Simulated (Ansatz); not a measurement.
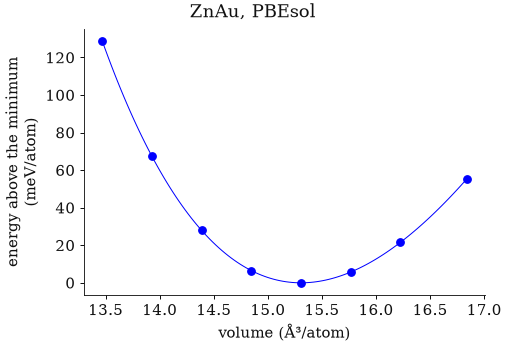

The figure shows the energy above the minimum against volume for ZnAu, space group Pm-3m (No. 221).

Starting cell:
```xyz
2
Lattice="3.1282 0.0000 0.0000 0.0000 3.1282 0.0000 0.0000 0.0000 3.1282" Properties=species:S:1:pos:R:3 pbc="T T T"
Zn    1.5641    1.5641    1.5641
Au    0.0000    0.0000    0.0000
```

Computed with Ansatz 0.2.0: third-order Birch-Murnaghan fit to density functional energies at scaled volumes of the given relaxed cell, shape and atoms relaxed at each volume; energies count from the fitted minimum; plane waves with PAW datasets, Γ-centred k mesh. Level: PBEsol, no spin polarisation.

wave cutoff 420 eV; k mesh 14×14×14; occupations Gaussian; smearing width 0.1 eV.

From this curve and the settings, what does the calculation give for the pressure at the same points?

The pressure falls from 25.75 GPa at volume 13.469 Å³/atom to −10.43 GPa at 16.836 Å³/atom, and changes sign near 15.31 Å³/atom.

```tsv
volume (Å³/atom)	pressure (GPa)
13.469	25.75
13.928	17.36
14.387	10.43
14.846	4.71
15.306	0.00
15.765	-3.87
16.224	-7.06
16.836	-10.43
```
